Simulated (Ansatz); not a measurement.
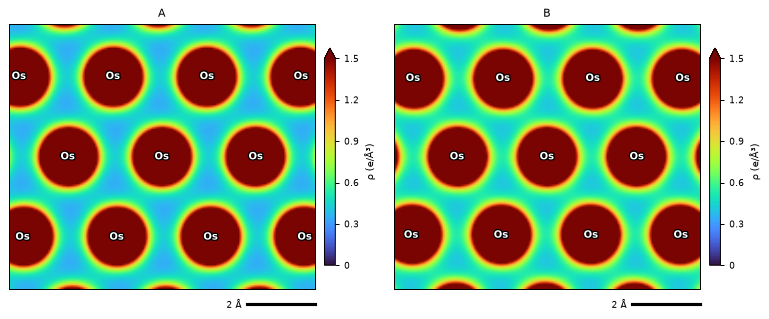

Os. The valence charge density (pseudo) of two cells that differ in size and shape, on the (010) plane of each (indices in the axes of the calculation cell), at one length scale and on one colour scale; one has 13.0 and the other 14.2 Å³ an atom.

Level of theory: DFT PBE, scalar-relativistic, plane waves, PAW in Ansatz.

In a PAW calculation such maps are meaningful between the atoms, not at the nuclei.

The larger cell:

```
Os
1.0
    -0.03890    1.94228    1.94228
     1.90338    0.00000    1.90338
     1.90338    1.90338    0.00000
Os
1
Direct
  0.00000 0.00000 0.00000
```

The smaller cell: a = 2.626 Å, b = 2.628 Å, c = 2.654 Å, α = 60.55°, β = 59.67°, γ = 60.57°.

Q: Which is the denser cell? Describe the effect of the change.

A: Panel B is the smaller cell, by 8 % in volume. From the larger cell to the smaller, Os–Os goes from 2.69 to 2.63 Å, and the density at its midpoint from 0.47 to 0.53 e/Å³; the pressure goes from 3.8 to 47 GPa.
